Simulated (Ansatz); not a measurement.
**C10O: single-point calculation**

C10O (slab, 11 atoms in the cell), computed with DFT PBE+D3(BJ), scalar-relativistic, plane waves, PAW, no spin polarisation (Ansatz 0.2.0).

The structure derives from a Materials Project entry. It belongs to a series of runs on one base structure; here: O lifted by +2.00 A from its best place. Figures and captions count atoms from 1; the log counts them from 0 in places.

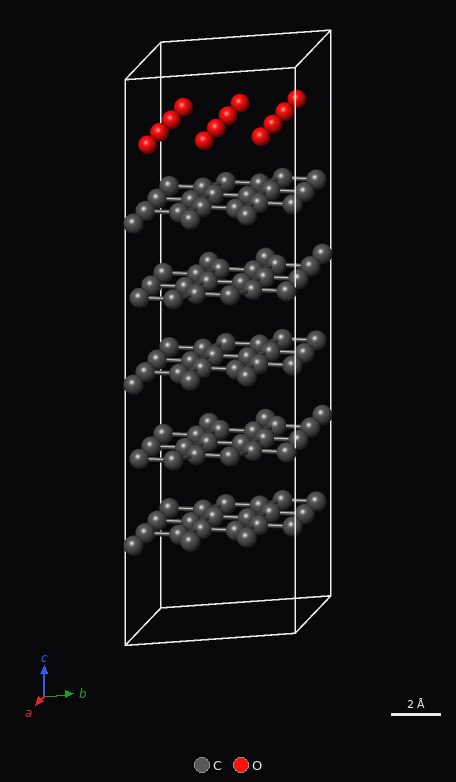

*The input geometry (ball-and-stick view of the 3 × 3 repeat of the cell, with the vacuum cut short, seen slightly off an axis). An atom can appear more than once, as a periodic image.*

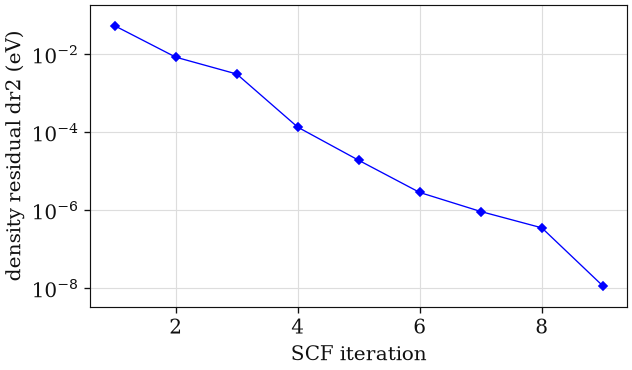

*Convergence of the self-consistent field: density residual dr2 against the SCF iteration.*

The residual falls at every step.

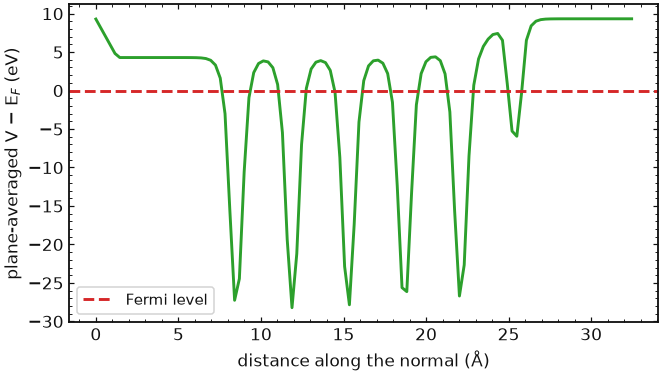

*Plane average of the electrostatic potential energy of an electron across the cell, from the Fermi level.*

The vacuum level lies 9.32 eV above the Fermi level on the upper side and 4.29 eV on the lower.

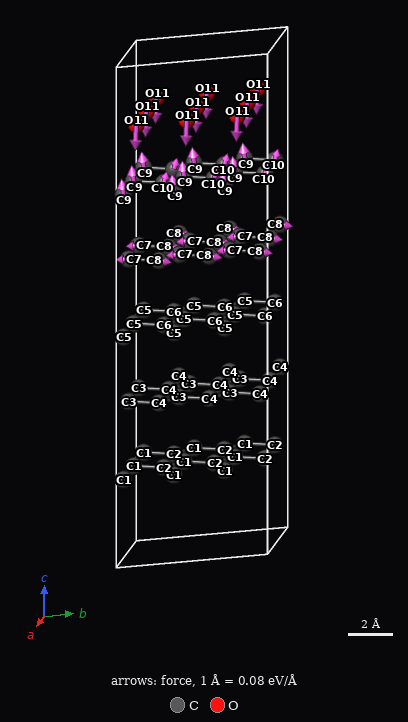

*Forces on the atoms as pink arrows (ball-and-stick view of the 2 × 3 repeat of the cell, with the vacuum cut short, seen slightly off an axis; atoms are numbered from 1 in the order of the input); the smallest are left out.*

The largest act on O11 (0.10 eV/Å); C9 (0.06 eV/Å); C7, C8 (0.05 eV/Å); C10 (0.04 eV/Å). The geometry is not a stationary point of this energy.

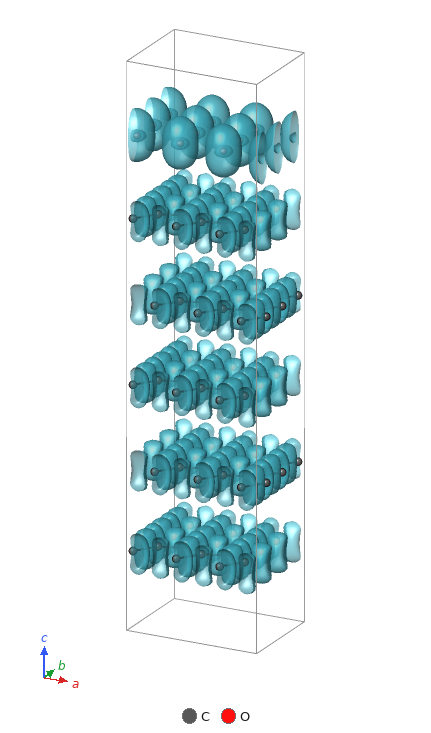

*Isosurface of the ELF at 0.7 (cyan), seen slightly off an axis. Only the valence region is drawn (cores and ρ < 0.01 e/Å³ removed). Sticks mark near contacts.*

Values along the shortest contacts: C–C (1.42 Å): the ELF peaks at about 0.95 between the atoms (a covalent bond). In a PAW calculation such maps are meaningful between the atoms, not at the nuclei.

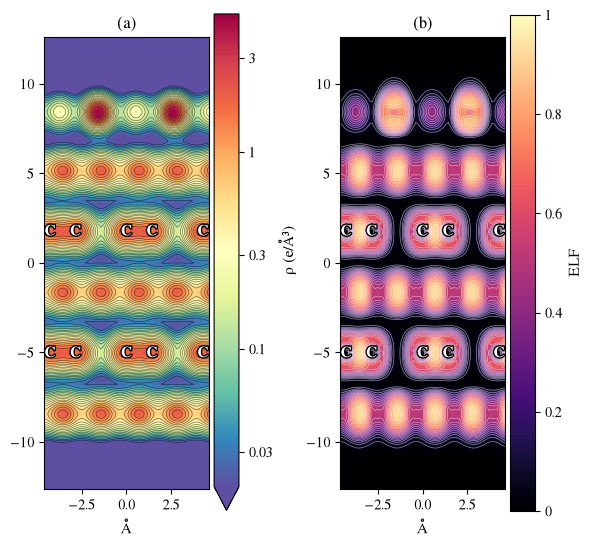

*(a) valence pseudo-density; (b) electron localisation function on the (110) plane of the calculation cell, a cut from vacuum to vacuum.*

Atoms in the plane: C. The density dies away to nearly zero in the vacuum.

The input and output of the run follow.

### Input file
```yaml
crystal:
  lattice:
    - [2.4655379958, 0.0, 0.0]
    - [-1.2327689979, 2.1341461202, 0.0]
    - [0.0, 0.0, 32.5979677131]
  atoms:
    - { symbol: C, position: [0.0833101794, 0.1666203587, 0.2607524516] }
    - { symbol: C, position: [0.4166898207, 0.8333796413, 0.2607524516] }
    - { symbol: C, position: [0.5833101794, 0.1666203587, 0.3650391123] }
    - { symbol: C, position: [0.9166898206, 0.8333796413, 0.3650391123] }
    - { symbol: C, position: [0.0833101794, 0.1666203587, 0.469323241] }
    - { symbol: C, position: [0.4166898207, 0.8333796413, 0.469323241] }
    - { symbol: C, position: [0.5833101794, 0.1666203587, 0.5736099016] }
    - { symbol: C, position: [0.9166898206, 0.8333796413, 0.5736099016] }
    - { symbol: C, position: [0.0833101794, 0.1666203587, 0.6778940303] }
    - { symbol: C, position: [0.4166898207, 0.8333796413, 0.6778940303] }
    - { symbol: O, position: [0.0833101794, 0.4166203587, 0.7787092417] }
basis:
  ecutwfc: 420
kpoints:
  mp_grid: { grid: [12, 12, 1] }
hamiltonian:
  xc: pbe
  dispersion: d3bj
scf:
  occupations: { method: gaussian, width: 0.1 }
output:
  forces: true
  stress: true
  eigenvalues: true
  write_density: true
  write_potential: true
  elf: true
  volumetric_format: npy
efield:
  axis: 3
  dipole_correction: true
  ramp_width: 0.04
```

Run as:
```bash
ansatz run input.yaml --threads 2 --pin off --max-ram 5120MiB --backend cpu --events-out ev --progress --plain --runs-dir out
```

### The program's output
```
Engine: ansatz 0.2.0, x86_64-unknown-linux-gnu
Pseudopotentials: kind: paw
Pseudopotential: C, paw, valence charge 4, recommended cutoff 420 eV (normal), C.paw.azcp
Pseudopotential: O, paw, valence charge 6, recommended cutoff 420 eV (normal), O.paw.azcp
Functional definition: PBE
  parameter kappa = 0.804
  parameter beta = 0.06672455060314922
  exchange = pbe_x(kappa = kappa, mu = beta*pi^2/3)
  correlation = pbe_c(beta = beta)
Crystal: 11 atoms, lattice volume = 171.525 Å³
Basis set: ecut = 420 eV, 3239 PW (Γ), exchange–correlation on 36×36×450 points (8 copies of the dense FFT grid, shifted against one another)
Bands: 34, of which v1, the nominal top of the filled ones, is band 23 counted from 1 (22 counted from 0)
Symmetry: 1 space group operations
Space group: P1 (ITA 1), of the structure as read, at distance tolerance 5.6e-5 Å
k-points: 74 of 144 (time reversal used)
Non-local potential: C, projectors of the file, l = 0: 2, l = 1: 2, l = 2: 1
Non-local potential: O, projectors of the file, l = 0: 2, l = 1: 2, l = 2: 1
PAW form: soft (Blöchl's): semilocal exchange-correlation on the pseudo side does not see the compensation charge
PAW one-centre angular grid: C, 110 points (default); XC on 64 Gauss nodes
PAW one-centre angular grid: O, 110 points (default); XC on 64 Gauss nodes
Initial density: superposition of atomic densities (neutral atoms: chi_scale 0, normalization atom), corrected by the library's trained network
Initial wavefunctions: pseudopotential atomic-orbital guess
Functional: x = pbe(κ = 0.804, μ = 0.2195149727645171), c = pbe(β = 0.06672455060314922)
SCF iter   1: F=—  HF=-3072.750617 eV  |F-HF|=—  |Δ(HF+E_count)|=         —  Δρ=2.97e-3  dr2=5.34e-2  ethr=1.77e-3  p=-0.140 e·Å  D=-1.47e-1 V/Å  ΔV_dip=4.80 eV  dr2_dipole=5.97e-3  V_vac-E_F(+/−)=9.34/4.54 eV  ⟨swp⟩=9.6  Hψ=14871  notcnv=0  defer=165
efield: sawtooth ramp at fractional position 0.9997 (placed from the atoms, in the widest stretch of the axis that holds none; the zero of the levels goes with the place), width 0.0400; the density the first Hamiltonian is built on has a dipole p = -0.140 e·Å; the dipole correction subtracts the counter field D = -1.47e-1 V/Å, which shifts the + side's vacuum level by +4.80 eV against the − side's; the planar-averaged density in the ramp window peaks in size at 4.4e-5 e/Å³
preconditioner: auto → LDOS  [metal: Δε(μ)=0.016 eV  Ē_g=14.584 eV  σ=0.100 eV  W_gap=0.09  n_scr=22 (ndim 8)  ℏωp=19.2 eV  f_vac=0.388  D(μ)=4.01/eV (n_scr^D=20)  β→1.0]
SCF iter   2: F=—  HF=-3072.740254 eV  |F-HF|=—  |Δ(HF+E_count)|=   1.04e-2  Δρ=1.30e-3  dr2=8.37e-3  ethr=1.16e-4  p=-0.149 e·Å  D=-1.57e-1 V/Å  ΔV_dip=5.11 eV  dr2_dipole=8.24e-4  V_vac-E_F(+/−)=9.29/4.18 eV  ⟨swp⟩=2.4  Hψ=4938  notcnv=0  defer=275
SCF iter   3: F=—  HF=-3072.739560 eV  |F-HF|=—  |Δ(HF+E_count)|=   6.94e-4  Δρ=7.76e-4  dr2=3.09e-3  ethr=1.82e-5  p=-0.144 e·Å  D=-1.52e-1 V/Å  ΔV_dip=4.96 eV  dr2_dipole=1.23e-5  V_vac-E_F(+/−)=9.31/4.35 eV  ⟨swp⟩=2.0  Hψ=3657  notcnv=0  defer=275
SCF iter   4: F=—  HF=-3072.738829 eV  |F-HF|=—  |Δ(HF+E_count)|=   7.31e-4  Δρ=1.76e-4  dr2=1.34e-4  ethr=6.72e-6  p=-0.146 e·Å  D=-1.54e-1 V/Å  ΔV_dip=5.03 eV  dr2_dipole=3.42e-5  V_vac-E_F(+/−)=9.31/4.28 eV  ⟨swp⟩=2.2  Hψ=3338  notcnv=0  defer=275
SCF iter   5: F=—  HF=-3072.738825 eV  |F-HF|=—  |Δ(HF+E_count)|=   4.43e-6  Δρ=6.56e-5  dr2=1.89e-5  ethr=2.92e-7  p=-0.146 e·Å  D=-1.54e-1 V/Å  ΔV_dip=5.02 eV  dr2_dipole=1.42e-6  V_vac-E_F(+/−)=9.31/4.29 eV  ⟨swp⟩=2.8  Hψ=3848  notcnv=0  defer=275
SCF iter   6: F=—  HF=-3072.738728 eV  |F-HF|=—  |Δ(HF+E_count)|=   9.67e-5  Δρ=2.51e-5  dr2=2.83e-6  ethr=4.10e-8  p=-0.146 e·Å  D=-1.54e-1 V/Å  ΔV_dip=5.03 eV  dr2_dipole=3.06e-9  V_vac-E_F(+/−)=9.32/4.29 eV  ⟨swp⟩=2.1  Hψ=3182  notcnv=0  defer=269
SCF iter   7: F=—  HF=-3072.738731 eV  |F-HF|=—  |Δ(HF+E_count)|=   2.76e-6  Δρ=1.66e-5  dr2=9.20e-7  ethr=6.15e-9  p=-0.146 e·Å  D=-1.54e-1 V/Å  ΔV_dip=5.03 eV  dr2_dipole=2.90e-8  V_vac-E_F(+/−)=9.32/4.29 eV  ⟨swp⟩=2.2  Hψ=2983  notcnv=0  defer=269
SCF iter   8: F=—  HF=-3072.738732 eV  |F-HF|=—  |Δ(HF+E_count)|=   7.42e-7  Δρ=7.54e-6  dr2=3.51e-7  ethr=2.00e-9  p=-0.146 e·Å  D=-1.54e-1 V/Å  ΔV_dip=5.03 eV  dr2_dipole=3.34e-9  V_vac-E_F(+/−)=9.32/4.29 eV  ⟨swp⟩=2.0  Hψ=3631  notcnv=0  defer=269
SCF iter   9: F=-3072.738732 eV  HF=-3072.738732 eV  |F-HF|=7.60e-8  |Δ(HF+E_count)|=   2.78e-8  Δρ=1.68e-6  dr2=1.14e-8  ethr=2.17e-10  p=-0.146 e·Å  D=-1.54e-1 V/Å  ΔV_dip=5.04 eV  dr2_dipole=2.86e-10  V_vac-E_F(+/−)=9.32/4.29 eV  ⟨swp⟩=24.6  Hψ=24997  notcnv=0
the search or the solves at the SCF's close seem to have found levels that the self-consistency loop had missed (the run counts 1). By its estimate they hold under 1e-12 electrons; where the run keeps them, the occupations were computed again with them
SCF 1 converged in 9 iterations: F = -3072.738732 eV  dr2 = 1.14e-8
  greatest PAW one-centre occupation: 0.894 electrons in one spin orbital (limit 2), on the O atom at site 10 (counted from 0), in its partial waves of l = 0
WARN: The output density's exchange-correlation potential varies sharply where the density is thin. Do not read a vacuum level from v_tot or v_xc, or from such a field of the output density. On a cell that repeats whose density bears no net charge and no dipole along the vacuum's axis use v_es (v_loc + v_h of the components); under efield.dipole_correction with no amplitude use v_es + v_field, which holds any external_charges[].barrier, or the levels of the report's work_function block, which leave it out; under a non-zero efield.amplitude the vacuum is tilted and has no level; on a cell that repeats and bears such a dipole with no correction it is tilted too, and efield.dipole_correction with no amplitude gives each side of its ramp a level where efield: is served; in a cell that repeats whose density bears a net charge (total_charge, or a fill off its count) it is curved and has none; of a slab under crystal.periodic whose density bears no net charge use v_es, which has a level on each side, short of where the two are joined; of another it falls or rises all the way out and has none; of a slab beside external_charges read slab_vacuum_level instead, which it has where they leave it neutral. The grid or the basis barely resolves most such structure, and the values can differ between equally converged runs; as a rule a tighter scf.convergence.dr2_threshold does not remove it. Where the density itself ripples (under the LDA too) a higher basis.ecutwfc lessens it. The files hold the spikes' plane waves up to the density's cutoff. Files: v_tot_of_output_density and the like, and their columns of v_z.tsv (output.write_potential); v_xc_of_output_density and the like, and their columns of v_comp_z.tsv (output.write_potential_components). Measured: with its Gaussian average of σ = 0.25 Å subtracted twice, the exchange-correlation potential is over 0.1 eV at 10 of the grid points where the equally averaged density (valence and model cores) is under 1e-3 e/Å³, and 0.162 eV at the most among them, at an averaged density of 6.0e-8 e/Å³. The input density's (outcome.potential() and, of a run that writes arrays, v_tot and v_xc) is over 0.1 eV, so measured, at 366 points of its own thin density, 0.160 eV at the most. See output.write_potential in the manual, Limitations
SCF converged after 9 iterations
Free energy (F): -3072.738732 eV
Harris-Foulkes:  -3072.738732 eV  (|F-HF|=7.60e-8)
Internal energy: -3072.720026 eV  (E = F + TS)
E sigma→0 (E₀):  -3072.729379 eV
Entropy (-TS):   -0.018705 eV (-1.700 meV/atom)
Fermi energy:    0.559627 eV
Dipole field:    D = -0.154495 V/Å  (p = -0.146446 e·Å, saw-weighted, corrected)
Work function:   Φ+ = 9.3240 eV   Φ− = 4.2876 eV
Levels:          The Fermi level and band energies are counted from a zero that moves with the ramp; work functions are not
--- Per-component energies (eV) ---
  E_band       = -365.872674
  E_kinetic    = 1071.202330
  E_local      = -33705.637371  (includes V_loc(G=0)·N_el)
  E_nonlocal   = 321.825820
  E_hartree    = 16365.955270
  E_xc         = -549.375992
  E_vxc        = -682.423448  (∫ρ·V_xc dr)
  E_paw        = -1148.777165  (= ΣΔE_a)
  E_vpaw       = -100.459820  (= ΣTr[D̂ρ^β])
  E_aug_tail   = 0.002163  (compensation charges beyond the density's cutoff)
  E_efield     = 0.011313  (sawtooth field / dipole correction)
  E_vefield    = -2.306192  (∫n·V_field dr)
  E_ewald      = 14573.557199
  E_disp       = -1.483592  (pairwise vdW)
  E_smearing   = -0.018705  (= −TS)
  E_closure    = -0.000000  (closes the sum)
  Σ components = -3072.738732   (vs F -3072.738732, Δ=0.00e0)
--- Forces (eV/Å), atoms counted from 1 ---
  atom   1  C      0.00002348    -0.01011460     0.00128929
  atom   2  C     -0.00002352     0.01011561     0.00129057
  atom   3  C      0.00002008    -0.00094957    -0.00085376
  atom   4  C     -0.00002027     0.00094998    -0.00084934
  atom   5  C      0.00010975    -0.01677657     0.00183875
  atom   6  C     -0.00011321     0.01678530     0.00185428
  atom   7  C      0.00031525    -0.04993965    -0.00536025
  atom   8  C     -0.00040491     0.04986625    -0.00528370
  atom   9  C      0.00109504    -0.00805043     0.06333314
  atom  10  C     -0.00751546     0.01021672     0.04314973
  atom  11  O      0.00651406    -0.00210289    -0.10050586
  max |Σ_I F_I| component: 9.71e-5 eV/Å
--- Stress (GPa, compression-positive) ---
       -2.835858       0.014371       0.020272
        0.014371      -2.555001      -0.006304
        0.020272      -0.006304      -0.319094
  P = ⅓ Tr σ = -1.9033 GPa (-19.033 kbar)
--- Band table (eV; the first three rows and the last of 74) ---
  k-point 0: bands = ["-19.0269", "-18.9331", "-18.8457", "-18.7393", "-17.9598", "-16.4191", "-7.7133", "-7.3027", "-6.7856", "-6.2953", "-5.7245", "-2.4629", "-2.4531", "-2.4411", "-2.4358", "-2.3988", "-2.3934", "-2.2866", "-2.2824", "-1.5107", "-1.5032", "-0.9916", "1.8324", "1.8347", "4.1495", "5.2868", "5.9594", "6.6765", "7.8852", "8.8212", "8.9026", "8.9215", "8.9422", "8.9439"]
  k-point 1: bands = ["-18.8618", "-18.7687", "-18.6821", "-18.5758", "-17.7961", "-16.3228", "-7.5131", "-7.1044", "-6.5902", "-6.1033", "-5.5324", "-3.1066", "-3.0869", "-3.0450", "-2.9337", "-2.8032", "-2.7806", "-2.7384", "-2.6262", "-2.1530", "-1.8495", "-0.9018", "1.5100", "1.7711", "4.3705", "5.4892", "6.1753", "6.8759", "8.0744", "8.9468", "9.0029", "9.0461", "9.0725", "9.1676"]
  k-point 2: bands = ["-18.3683", "-18.2772", "-18.1931", "-18.0870", "-17.3067", "-16.0488", "-6.9174", "-6.5149", "-6.0096", "-5.5330", "-4.9619", "-4.7523", "-4.7243", "-4.6832", "-4.5717", "-3.7881", "-3.5997", "-3.5757", "-3.5338", "-3.4215", "-2.6432", "-0.6505", "0.6632", "1.6066", "5.0326", "6.0963", "6.8202", "7.4714", "8.5957", "8.8719", "8.9972", "9.0118", "9.1099", "9.6267"]
  k-point 73: bands = ["-14.6983", "-13.7033", "-13.6914", "-13.6482", "-13.5316", "-12.7369", "-12.6643", "-12.6484", "-12.6045", "-12.4810", "-11.6927", "-5.8437", "-5.8275", "-5.7846", "-5.6718", "-4.8885", "-2.5857", "-1.8306", "-1.8207", "-1.7717", "-1.6461", "-0.8074", "0.5118", "0.9792", "2.2720", "2.3229", "2.4041", "2.5398", "3.3549", "7.9756", "7.9856", "8.0291", "8.1494", "8.9664"]
```

### Results in brief

- outcome: converged
- electrons treated: 46
- free energy: −3072.7387 eV
- work function, top face: 9.32 eV
- work function, bottom face: 4.29 eV
- Fermi energy: 0.560 eV
- gap on the k-point mesh: none (metallic)
- work function (upper face): 9.32 eV
- largest force (length of the vector): 0.101 eV/Å
- hardware: 2 threads of AMD EPYC (Zen 5), 32 GiB of memory available, shared host
- wall time: 7.4 s (CPU time 15 s)
- peak memory: 0.68 GiB

### Notes

Warnings of the run: the exchange-correlation potential is rough where the density is thin.
